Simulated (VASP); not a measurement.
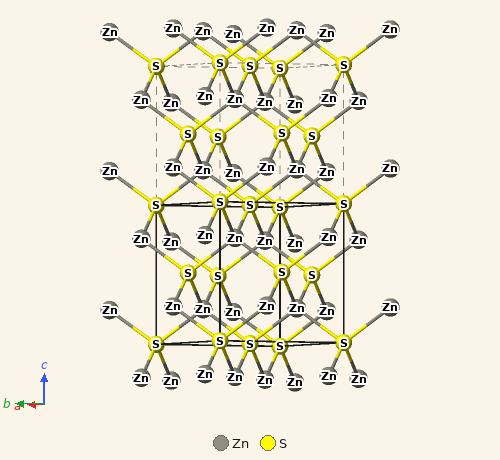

The compound is ZnS (space group F-43m, No. 216), taken as the geometry relaxed with VASP Kohn-Sham DFT of a periodic cell, PBE with D3(BJ), VASP PAW PBE potentials, recommended in VASP.

Bonds are taken as S–Zn below 2.6 Å; no other contact counts. Simplification: prune 0- and 1-connected atoms, fold 2-connected ones into links.

What kind of net remains, and which atoms are its nodes?

Answer. A uninodal 4-connected, three-periodic net: Zn and S are 4-connected nodes.

Name the underlying net.

Answer. It is the dia net, known from diamond, zinc blende and cristobalite.

Is the net interpenetrated?

Answer. It is a single net, without interpenetration.

Give the first four terms of the coordination sequence (nodes one, two, three … edges away).

Answer. Zn and S: 4, 12, 24, 42.

Give the point symbol of each node (shortest cycle at each angle).

Answer. Zn and S: 6^6.

The simplified net, drawn on the atoms' positions. Nodes are coloured by element. Edges to nodes outside the piece are drawn as stubs.

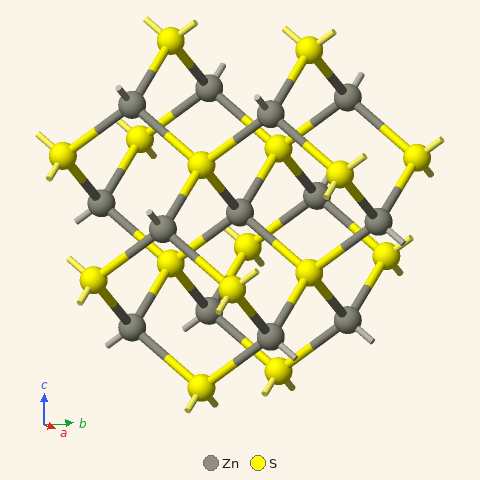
